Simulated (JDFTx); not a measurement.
**Run report: NiSb, geometry relaxation (part 2 of 3)**

Continued. System: NiSb (P6₃/mmc, 4 atoms in the cell). Method: Kohn-Sham DFT of a periodic cell, PBE, PseudoDojo-SR-PBE-0.5-standard, spin-polarised (JDFTx 1.7.0 (patched build)); cutoff 1333.36 eV, 2×2×1 k-mesh, fermi-dirac of 0.05 eV, collinear spins. The structure derives from an entry of the Crystallography Open Database. The settings are looser than a standard set-up, so the numbers are not reference values.

Geometry of the input (Å; fractional positions):
```
3.9280  0.0000  0.0000
-1.9640  3.4017  0.0000
0.0000  0.0000  5.1200
Sb 0.6667  0.3333  0.7500
Sb 0.3333  0.6667  0.2500
Ni 0.0000  0.0000  0.5000
Ni 0.0000  0.0000  0.0000
```

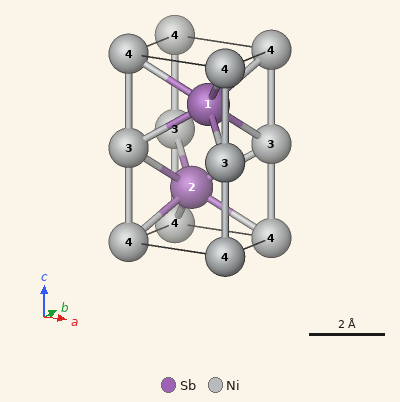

Figure 1. The structure as given in the input (ball-and-stick view of the cell of the calculation, seen slightly off an axis; atoms are numbered from 1 in the order of the input). An atom can appear more than once, as a periodic image.

Output, continued
```
-------- Electronic minimization -----------
Will mix electronic density at each iteration.
	FillingsUpdate:  mu: +0.567432060  nElectrons: 66.000000  magneticMoment: [ Abs: 0.58333  Tot: +0.49639 ]
	FillingsUpdate:  mu: +0.558144411  nElectrons: 66.000000  magneticMoment: [ Abs: 0.57685  Tot: +0.49055 ]
SCF: Cycle:  0   F: -489.034650205989578   dF: -4.335e-04   |Residual|: 7.074e-03   |deigs|: 2.490e-04
	FillingsUpdate:  mu: +0.559003707  nElectrons: 66.000000  magneticMoment: [ Abs: 0.58055  Tot: +0.49153 ]
SCF: Cycle:  1   F: -489.034658070294654   dF: -7.864e-06   |Residual|: 4.374e-03   |deigs|: 6.669e-04
	FillingsUpdate:  mu: +0.558371565  nElectrons: 66.000000  magneticMoment: [ Abs: 0.58128  Tot: +0.49198 ]
SCF: Cycle:  2   F: -489.034672821173729   dF: -1.475e-05   |Residual|: 1.822e-03   |deigs|: 5.634e-04
	FillingsUpdate:  mu: +0.558538845  nElectrons: 66.000000  magneticMoment: [ Abs: 0.58166  Tot: +0.49251 ]
SCF: Cycle:  3   F: -489.034675581603381   dF: -2.760e-06   |Residual|: 3.552e-04   |deigs|: 1.724e-04
	FillingsUpdate:  mu: +0.558544684  nElectrons: 66.000000  magneticMoment: [ Abs: 0.58151  Tot: +0.49254 ]
SCF: Cycle:  4   F: -489.034675768367208   dF: -1.868e-07   |Residual|: 1.563e-04   |deigs|: 1.326e-04
	FillingsUpdate:  mu: +0.558542069  nElectrons: 66.000000  magneticMoment: [ Abs: 0.58160  Tot: +0.49256 ]
SCF: Cycle:  5   F: -489.034675846625987   dF: -7.826e-08   |Residual|: 6.210e-05   |deigs|: 1.773e-04
	FillingsUpdate:  mu: +0.558538754  nElectrons: 66.000000  magneticMoment: [ Abs: 0.58160  Tot: +0.49257 ]
SCF: Cycle:  6   F: -489.034675886604532   dF: -3.998e-08   |Residual|: 3.085e-05   |deigs|: 2.292e-04
	FillingsUpdate:  mu: +0.558541187  nElectrons: 66.000000  magneticMoment: [ Abs: 0.58160  Tot: +0.49256 ]
SCF: Cycle:  7   F: -489.034675905690165   dF: -1.909e-08   |Residual|: 1.151e-05   |deigs|: 3.062e-04
	FillingsUpdate:  mu: +0.558540638  nElectrons: 66.000000  magneticMoment: [ Abs: 0.58161  Tot: +0.49256 ]
SCF: Cycle:  8   F: -489.034675919192182   dF: -1.350e-08   |Residual|: 1.307e-05   |deigs|: 3.991e-04
	FillingsUpdate:  mu: +0.558540688  nElectrons: 66.000000  magneticMoment: [ Abs: 0.58161  Tot: +0.49256 ]
SCF: Cycle:  9   F: -489.034675923020700   dF: -3.829e-09   |Residual|: 1.483e-05   |deigs|: 5.267e-04
	FillingsUpdate:  mu: +0.558540965  nElectrons: 66.000000  magneticMoment: [ Abs: 0.58161  Tot: +0.49256 ]
SCF: Cycle: 10   F: -489.034675925798979   dF: -2.778e-09   |Residual|: 2.174e-05   |deigs|: 6.274e-04
	FillingsUpdate:  mu: +0.558540384  nElectrons: 66.000000  magneticMoment: [ Abs: 0.58160  Tot: +0.49256 ]
SCF: Cycle: 11   F: -489.034675926740022   dF: -9.410e-10   |Residual|: 1.929e-05   |deigs|: 5.367e-04
	FillingsUpdate:  mu: +0.558540154  nElectrons: 66.000000  magneticMoment: [ Abs: 0.58159  Tot: +0.49256 ]
SCF: Cycle: 12   F: -489.034675927568628   dF: -8.286e-10   |Residual|: 1.859e-05   |deigs|: 8.600e-04
SCF: Converged (|Delta E|<1.000000e-09 for 2 iters).

Setting wave functions to eigenvectors of Hamiltonian
# Lattice vectors:
R =
[      7.42104     -3.71052            0  ]
[  1.39952e-14      6.42681            0  ]
[            0            0       9.8535  ]
unit cell volume = 469.95

# Strain tensor in Cartesian coordinates:
[ -0.000242417            0            0  ]
[            0 -0.000242417            0  ]
[            0            0    0.0184078  ]

# Stress tensor in Cartesian coordinates [Eh/a0^3]:
[  5.55671e-05            0            0  ]
[            0  5.55671e-05            0  ]
[            0            0  -0.00056947  ]

# Ionic positions in cartesian coordinates:
ion Sb   3.710522398304914   2.142271105541935   7.390125572187065 1
ion Sb  -0.000000000033317   4.284542211083855   2.463375190720535 1
ion Ni  -0.000000000000000   0.000000000000000   4.926750381453800 1
ion Ni   0.000000000000000  -0.000000000000000  -0.000000000012730 1

# Forces in Cartesian coordinates:
force Sb   0.000000000000000   0.000000000000000  -0.000000000000000 1
force Sb  -0.000000000000000  -0.000000000000000   0.000000000000000 1
force Ni  -0.000000000000000  -0.000000000000000   0.000000000000000 1
force Ni   0.000000000000000   0.000000000000000   0.000000000000000 1

# Energy components:
   Eewald =     -312.4873580148708356
       EH =      157.6715043497739259
     Eloc =     -447.2577385334694782
      Enl =      -92.0720087111645995
      Exc =      -88.5261456145771604
 Exc_core =       28.5025680683141971
       KE =      265.1354879887553011
-------------------------------------
     Etot =     -489.0336904672387277
       TS =        0.0009854603299038
-------------------------------------
        F =     -489.0346759275686281

LatticeMinimize: Iter:   1  F: -489.034675927568628  |grad|_K:  3.495e-02  alpha:  3.000e+00  linmin: -9.930e-01

#--- Lowdin population analysis ---
# oxidation-state Sb -0.255 -0.255
# magnetic-moments Sb +0.022 +0.022
# oxidation-state Ni +0.443 +0.443
# magnetic-moments Ni +0.230 +0.230

-------- Electronic minimization -----------
Will mix electronic density at each iteration.
	FillingsUpdate:  mu: +0.558540154  nElectrons: 66.000000  magneticMoment: [ Abs: 0.60223  Tot: +0.51000 ]
	FillingsUpdate:  mu: +0.532407926  nElectrons: 66.000000  magneticMoment: [ Abs: 0.58290  Tot: +0.49256 ]
SCF: Cycle:  0   F: -489.042159961805339   dF: -4.727e-03   |Residual|: 5.755e-02   |deigs|: 2.315e-03
	FillingsUpdate:  mu: +0.534379827  nElectrons: 66.000000  magneticMoment: [ Abs: 0.58403  Tot: +0.49089 ]
SCF: Cycle:  1   F: -489.042409555528991   dF: -2.496e-04   |Residual|: 3.593e-02   |deigs|: 1.548e-03
	FillingsUpdate:  mu: +0.532028009  nElectrons: 66.000000  magneticMoment: [ Abs: 0.56819  Tot: +0.49447 ]
[... 14 further cycles ...]
SCF: Cycle: 16   F: -489.042500892845680   dF: -7.523e-10   |Residual|: 9.842e-07   |deigs|: 8.270e-05
	FillingsUpdate:  mu: +0.533542706  nElectrons: 66.000000  magneticMoment: [ Abs: 0.56500  Tot: +0.49499 ]
SCF: Cycle: 17   F: -489.042500893226531   dF: -3.809e-10   |Residual|: 5.737e-07   |deigs|: 4.148e-05
SCF: Converged (|Delta E|<1.000000e-09 for 2 iters).

Setting wave functions to eigenvectors of Hamiltonian
# Lattice vectors:
R =
[      7.38668     -3.69334            0  ]
[  2.81067e-13      6.39706            0  ]
[            0            0      10.2975  ]
unit cell volume = 486.59

# Strain tensor in Cartesian coordinates:
[  -0.00487159  3.78211e-14            0  ]
[  3.78651e-14  -0.00487159            0  ]
[            0            0    0.0643009  ]

# Stress tensor in Cartesian coordinates [Eh/a0^3]:
[  0.000155151            0            0  ]
[            0  0.000155151            0  ]
[            0            0 -0.000158575  ]

# Ionic positions in cartesian coordinates:
ion Sb   3.693341585492781   2.132351758639486   7.723151147379954 1
ion Sb  -0.000000000033009   4.264703517278692   2.574383715784449 1
ion Ni   0.000000000000000   0.000000000000000   5.148767431582201 1
ion Ni  -0.000000000000000  -0.000000000000000  -0.000000000013304 1

# Forces in Cartesian coordinates:
force Sb   0.000000000000000   0.000000000000000  -0.000000000000000 1
force Sb  -0.000000000000000   0.000000000000000  -0.000000000000000 1
force Ni   0.000000000000000   0.000000000000000  -0.000000000000000 1
force Ni  -0.000000000000000   0.000000000000000   0.000000000000000 1

# Energy components:
   Eewald =     -309.5263570192793168
       EH =      159.1338163033418880
     Eloc =     -451.6240600906905343
      Enl =      -92.1535425190588739
      Exc =      -88.4787122105371822
 Exc_core =       28.5025681536664273
       KE =      265.1050566511086686
-------------------------------------
     Etot =     -489.0412307314489340
       TS =        0.0012701617775710
-------------------------------------
        F =     -489.0425008932265314

LatticeMinimize: Iter:   2  F: -489.042500893226531  |grad|_K:  1.704e-02  alpha:  1.000e+00  linmin: -6.962e-01

#--- Lowdin population analysis ---
# oxidation-state Sb -0.262 -0.262
# magnetic-moments Sb +0.029 +0.029
# oxidation-state Ni +0.443 +0.443
# magnetic-moments Ni +0.223 +0.223

-------- Electronic minimization -----------
Will mix electronic density at each iteration.
	FillingsUpdate:  mu: +0.533542706  nElectrons: 66.000000  magneticMoment: [ Abs: 0.55633  Tot: +0.48740 ]
	FillingsUpdate:  mu: +0.547246568  nElectrons: 66.000000  magneticMoment: [ Abs: 0.56607  Tot: +0.49499 ]
SCF: Cycle:  0   F: -489.045028851329164   dF: -2.219e-03   |Residual|: 3.782e-02   |deigs|: 8.780e-04
	FillingsUpdate:  mu: +0.546619923  nElectrons: 66.000000  magneticMoment: [ Abs: 0.56544  Tot: +0.49455 ]
SCF: Cycle:  1   F: -489.045150033581479   dF: -1.212e-04   |Residual|: 1.542e-02   |deigs|: 2.236e-03
	FillingsUpdate:  mu: +0.547507919  nElectrons: 66.000000  magneticMoment: [ Abs: 0.55487  Tot: +0.49600 ]
[... 14 further cycles ...]
SCF: Cycle: 16   F: -489.045179100916585   dF: -3.337e-10   |Residual|: 4.241e-06   |deigs|: 1.950e-05
	FillingsUpdate:  mu: +0.546838970  nElectrons: 66.000000  magneticMoment: [ Abs: 0.55424  Tot: +0.49645 ]
SCF: Cycle: 17   F: -489.045179101322731   dF: -4.061e-10   |Residual|: 4.218e-06   |deigs|: 2.456e-05
SCF: Converged (|Delta E|<1.000000e-09 for 2 iters).

Setting wave functions to eigenvectors of Hamiltonian
# Lattice vectors:
R =
[      7.27533     -3.63766            0  ]
[  1.13449e-12      6.30062            0  ]
[            0            0      10.4523  ]
unit cell volume = 479.123

# Strain tensor in Cartesian coordinates:
[   -0.0198735  1.52833e-13            0  ]
[  1.52838e-13   -0.0198735            0  ]
[            0            0    0.0802957  ]

# Stress tensor in Cartesian coordinates [Eh/a0^3]:
[  6.89587e-05            0            0  ]
[            0  6.89587e-05            0  ]
[            0            0 -9.50192e-05  ]

# Ionic positions in cartesian coordinates:
ion Sb   3.637663157098344   2.100205803016399   7.839218226212295 1
ion Sb  -0.000000000032016   4.200411606031665   2.613072742061763 1
ion Ni   0.000000000000000   0.000000000000000   5.226145484137029 1
ion Ni  -0.000000000000000  -0.000000000000000  -0.000000000013504 1

# Forces in Cartesian coordinates:
force Sb   0.000000000000000  -0.000000000000000  -0.000000000000000 1
force Sb   0.000000000000000  -0.000000000000000  -0.000000000000000 1
force Ni  -0.000000000000000  -0.000000000000000   0.000000000000000 1
force Ni   0.000000000000000   0.000000000000000   0.000000000000000 1

# Energy components:
   Eewald =     -311.4958312249366372
       EH =      157.8251472967704672
     Eloc =     -448.3716445781257676
      Enl =      -92.1589766962965768
      Exc =      -88.5009699768689870
 Exc_core =       28.5025677287590007
       KE =      265.1554641207788450
-------------------------------------
     Etot =     -489.0442433299196523
       TS =        0.0009357714030514
-------------------------------------
        F =     -489.0451791013227307

LatticeMinimize: Iter:   3  F: -489.045179101322731  |grad|_K:  8.441e-03  alpha:  1.000e+00  linmin: -9.875e-01

#--- Lowdin population analysis ---
# oxidation-state Sb -0.260 -0.260
# magnetic-moments Sb +0.038 +0.038
# oxidation-state Ni +0.439 +0.439
# magnetic-moments Ni +0.215 +0.215

-------- Electronic minimization -----------
Will mix electronic density at each iteration.
	FillingsUpdate:  mu: +0.546838970  nElectrons: 66.000000  magneticMoment: [ Abs: 0.54942  Tot: +0.49211 ]
	FillingsUpdate:  mu: +0.556006090  nElectrons: 66.000000  magneticMoment: [ Abs: 0.55525  Tot: +0.49645 ]
SCF: Cycle:  0   F: -489.045693300530331   dF: -1.611e-03   |Residual|: 1.261e-02   |deigs|: 7.128e-04
	FillingsUpdate:  mu: +0.554285158  nElectrons: 66.000000  magneticMoment: [ Abs: 0.55638  Tot: +0.49664 ]
SCF: Cycle:  1   F: -489.045774500447749   dF: -8.120e-05   |Residual|: 8.654e-03   |deigs|: 1.684e-03
	FillingsUpdate:  mu: +0.555386759  nElectrons: 66.000000  magneticMoment: [ Abs: 0.55555  Tot: +0.49675 ]
[... 12 further cycles ...]
SCF: Cycle: 14   F: -489.045828555411674   dF: -4.898e-10   |Residual|: 1.541e-06   |deigs|: 1.077e-04
	FillingsUpdate:  mu: +0.555036077  nElectrons: 66.000000  magneticMoment: [ Abs: 0.55543  Tot: +0.49687 ]
SCF: Cycle: 15   F: -489.045828555847947   dF: -4.363e-10   |Residual|: 7.988e-07   |deigs|: 2.779e-04
SCF: Converged (|Delta E|<1.000000e-09 for 2 iters).

Setting wave functions to eigenvectors of Hamiltonian
# Lattice vectors:
R =
[      7.18435     -3.59217            0  ]
[  1.79954e-12      6.22183            0  ]
[            0            0      10.6251  ]
unit cell volume = 474.939

# Strain tensor in Cartesian coordinates:
[   -0.0321298  2.42479e-13            0  ]
[  2.42433e-13   -0.0321298            0  ]
[            0            0     0.098155  ]

# Stress tensor in Cartesian coordinates [Eh/a0^3]:
[ -1.63933e-05            0            0  ]
[            0 -1.63933e-05            0  ]
[            0            0  1.11311e-05  ]

# Ionic positions in cartesian coordinates:
ion Sb   3.592174921440880   2.073943157913404   7.968814907915077 1
ion Sb  -0.000000000031223   4.147886315825009   2.656271635962542 1
ion Ni   0.000000000000000   0.000000000000000   5.312543271938809 1
ion Ni  -0.000000000000000  -0.000000000000000  -0.000000000013727 1

# Forces in Cartesian coordinates:
force Sb   0.000000000000000  -0.000000000000000   0.000000000000000 1
force Sb   0.000000000000000   0.000000000000000  -0.000000000000000 1
force Ni  -0.000000000000000   0.000000000000000  -0.000000000000000 1
force Ni   0.000000000000000   0.000000000000000  -0.000000000000000 1

# Energy components:
   Eewald =     -312.7495593911513652
       EH =      156.9589269905571314
     Eloc =     -446.2712753674643977
      Enl =      -92.1644018401532321
      Exc =      -88.5151444339267215
 Exc_core =       28.5025676589894026
       KE =      265.1939603018867047
-------------------------------------
     Etot =     -489.0449260812624743
       TS =        0.0009024745854559
-------------------------------------
        F =     -489.0458285558479474

LatticeMinimize: Iter:   4  F: -489.045828555847947  |grad|_K:  1.580e-03  alpha:  1.000e+00  linmin:  9.541e-01

#--- Lowdin population analysis ---
# oxidation-state Sb -0.261 -0.261
# magnetic-moments Sb +0.038 +0.038
# oxidation-state Ni +0.440 +0.440
# magnetic-moments Ni +0.215 +0.215

-------- Electronic minimization -----------
Will mix electronic density at each iteration.
	FillingsUpdate:  mu: +0.555036077  nElectrons: 66.000000  magneticMoment: [ Abs: 0.55723  Tot: +0.49848 ]
	FillingsUpdate:  mu: +0.552154979  nElectrons: 66.000000  magneticMoment: [ Abs: 0.55525  Tot: +0.49687 ]
SCF: Cycle:  0   F: -489.045845671479299   dF: -4.212e-05   |Residual|: 1.778e-03   |deigs|: 2.815e-04
	FillingsUpdate:  mu: +0.552439348  nElectrons: 66.000000  magneticMoment: [ Abs: 0.55527  Tot: +0.49685 ]
SCF: Cycle:  1   F: -489.045847893634573   dF: -2.222e-06   |Residual|: 1.365e-03   |deigs|: 2.698e-04
	FillingsUpdate:  mu: +0.552280570  nElectrons: 66.000000  magneticMoment: [ Abs: 0.55545  Tot: +0.49685 ]
[... 7 further cycles ...]
SCF: Cycle:  9   F: -489.045849387413625   dF: -5.050e-10   |Residual|: 1.867e-06   |deigs|: 2.183e-04
	FillingsUpdate:  mu: +0.552319630  nElectrons: 66.000000  magneticMoment: [ Abs: 0.55551  Tot: +0.49686 ]
SCF: Cycle: 10   F: -489.045849387835062   dF: -4.214e-10   |Residual|: 1.959e-06   |deigs|: 2.372e-04
SCF: Converged (|Delta E|<1.000000e-09 for 2 iters).

Setting wave functions to eigenvectors of Hamiltonian
# Lattice vectors:
R =
[      7.20162     -3.60081            0  ]
[  1.67817e-12      6.23679            0  ]
[            0            0      10.6084  ]
unit cell volume = 476.477

# Strain tensor in Cartesian coordinates:
[   -0.0298028  2.26067e-13            0  ]
[  2.26082e-13   -0.0298028            0  ]
[            0            0    0.0964322  ]

# Stress tensor in Cartesian coordinates [Eh/a0^3]:
[   3.8268e-06            0            0  ]
[            0   3.8268e-06            0  ]
[            0            0  6.63547e-06  ]

# Ionic positions in cartesian coordinates:
ion Sb   3.600811506357798   2.078929492540289   7.956312952091693 1
ion Sb  -0.000000000031371   4.157858985078900   2.652104317354761 1
ion Ni   0.000000000000000   0.000000000000000   5.304208634723227 1
ion Ni  -0.000000000000000  -0.000000000000000  -0.000000000013706 1

# Forces in Cartesian coordinates:
force Sb  -0.000000000000000  -0.000000000000000   0.000000000000000 1
force Sb  -0.000000000000000  -0.000000000000000   0.000000000000000 1
force Ni   0.000000000000000   0.000000000000000   0.000000000000000 1
force Ni  -0.000000000000000  -0.000000000000000  -0.000000000000000 1

# Energy components:
   Eewald =     -312.3666825027125356
       EH =      157.2006657622166870
     Eloc =     -446.8897231781417645
      Enl =      -92.1657127206995455
      Exc =      -88.5103563099523001
 Exc_core =       28.5025676804211727
       KE =      265.1842957921128345
-------------------------------------
     Etot =     -489.0449454767554016
       TS =        0.0009039110796786
-------------------------------------
        F =     -489.0458493878350623
```
